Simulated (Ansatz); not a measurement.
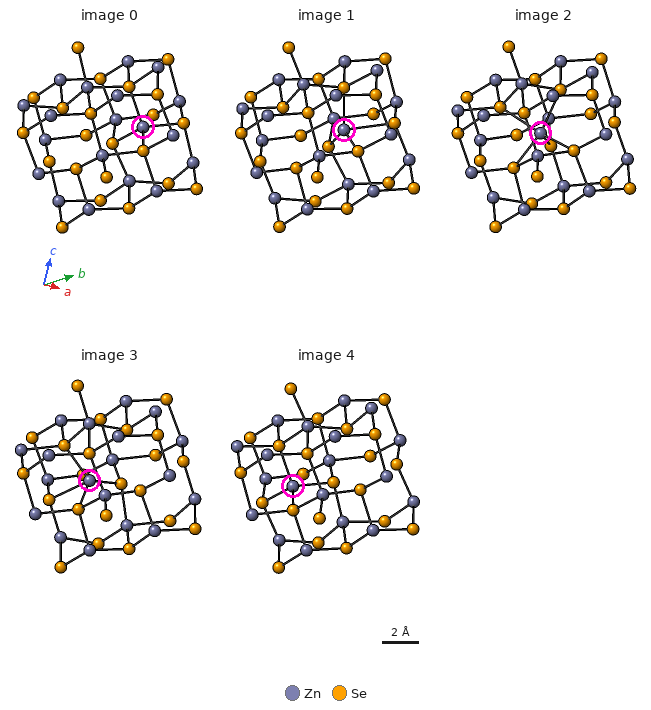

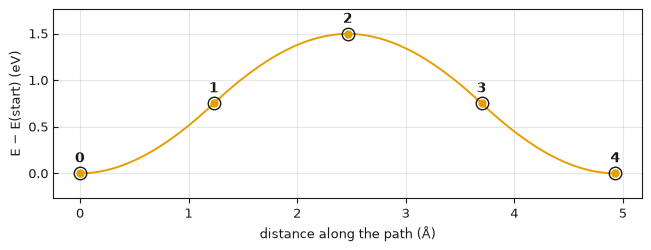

A nudged-elastic-band calculation for a defect cell of composition Zn$_{7}$Se$_{8}$ (cell charge −2) (15 atoms in the cell). Images are numbered from 0 (start) to 4 (end). A ball-and-stick model of the atoms within 6.2 Å of the middle of the path, seen slightly off an axis. The moving atom is ringed, with any periodic copies. Bonds to atoms that aren't drawn are left out.

The calculation used DFT LDA, scalar-relativistic, plane waves, PAW (Ansatz 0.2.0).

Input
```yaml
crystal:
  lattice:
    - [0.0, 5.5675272894, -5.5675272894]
    - [5.5675272894, 5.5675272894, 0.0]
    - [5.5675272894, 0.0, -5.5675272894]
  atoms:
    - { symbol: Zn, position: [0.4867979692, 0.5132020308, -0.0132020308] }
    - { symbol: Zn, position: [1.0132020308, 0.5132020308, -0.0132020308] }
    - { symbol: Zn, position: [1.0132020308, -0.0132020308, -0.0132020308] }
    - { symbol: Zn, position: [0.4867979692, 0.5132020308, 0.5132020308] }
    - { symbol: Zn, position: [0.4867979692, -0.0132020308, 0.5132020308] }
    - { symbol: Zn, position: [1.0, 0.5, 0.5] }
    - { symbol: Zn, position: [1.0132020308, -0.0132020308, 0.5132020308] }
    - { symbol: Se, position: [0.3779598, 0.3740134, 0.3740134] }
    - { symbol: Se, position: [0.3825433457, 0.8825433457, 0.3523699628] }
    - { symbol: Se, position: [0.8740134, 0.3740134, 0.3740134] }
    - { symbol: Se, position: [0.8740134, 0.8779598, 0.3740134] }
    - { symbol: Se, position: [0.3825433457, 0.3523699628, 0.8825433457] }
    - { symbol: Se, position: [0.3825433457, 0.8825433457, 0.8825433457] }
    - { symbol: Se, position: [0.8740134, 0.3740134, 0.8779598] }
    - { symbol: Se, position: [0.8523699628, 0.8825433457, 0.8825433457] }
total_charge: -2
basis:
  ecutwfc: 420
  xc_grid: 2
kpoints:
  mp_grid: { grid: [2, 2, 2], shift: [0.0, 0.0, 0.0] }
hamiltonian:
  xc: lda
scf:
  occupations: { method: gaussian, width: 0.02 }
output:
  forces: true
neb:
  images: 3
  f_tol: 0.05
  max_iterations: 70
  order_check: false
  final_atoms:
    - { symbol: Zn, position: [0.4867985594, 0.0132014406, -0.0132014406] }
    - { symbol: Zn, position: [1.0132014406, 0.4867985594, -0.0132014406] }
    - { symbol: Zn, position: [1.0132014406, 0.0132014406, -0.0132014406] }
    - { symbol: Zn, position: [0.4867985594, 0.4867985594, 0.5132014406] }
    - { symbol: Zn, position: [0.4867985594, 0.0132014406, 0.5132014406] }
    - { symbol: Zn, position: [1.0132014406, 0.4867985594, 0.5132014406] }
    - { symbol: Zn, position: [1.0, 0.0, 0.5] }
    - { symbol: Se, position: [0.3825431933, 0.3825431933, 0.3523704202] }
    - { symbol: Se, position: [0.3779597571, 0.8740134143, 0.3740134143] }
    - { symbol: Se, position: [0.8740134143, 0.3779597571, 0.3740134143] }
    - { symbol: Se, position: [0.8740134143, 0.8740134143, 0.3740134143] }
    - { symbol: Se, position: [0.3825431933, 0.3825431933, 0.8825431933] }
    - { symbol: Se, position: [0.3825431933, 0.8523704202, 0.8825431933] }
    - { symbol: Se, position: [0.8523704202, 0.3825431933, 0.8825431933] }
    - { symbol: Se, position: [0.8740134143, 0.8740134143, 0.8779597571] }
```

Command:
```bash
ansatz run input.yaml --threads 4 --pin off --max-ram 10240MiB --backend cpu --events-out ev --progress --plain --runs-dir out
```

### Describe the mechanism and the energy profile.

A Zn atom travels furthest, 3.94 Å from end to end, along −b, on a path that bends up to 0.64 Å away from the straight line. At the highest image its nearest neighbour (Se) is 2.37 Å away, against 2.39 Å at the start, and the surrounding atoms stand up to 0.56 Å off the mean of their end positions. The barrier is about 1.50 eV in both directions, with image 2 at the top; the ends have the same energy. The band is converged.

Limits of the set-up: the periodic images lie only 7.9 Å apart, so the values are limited by the cell's size; the cell is charged, on a uniform background, and energies carry no finite-size correction.

Cost: 4.7 min on 4 threads of Intel(R) Xeon(R) Platinum 8488C (Sapphire Rapids), on a shared host, peak memory 2 GiB.
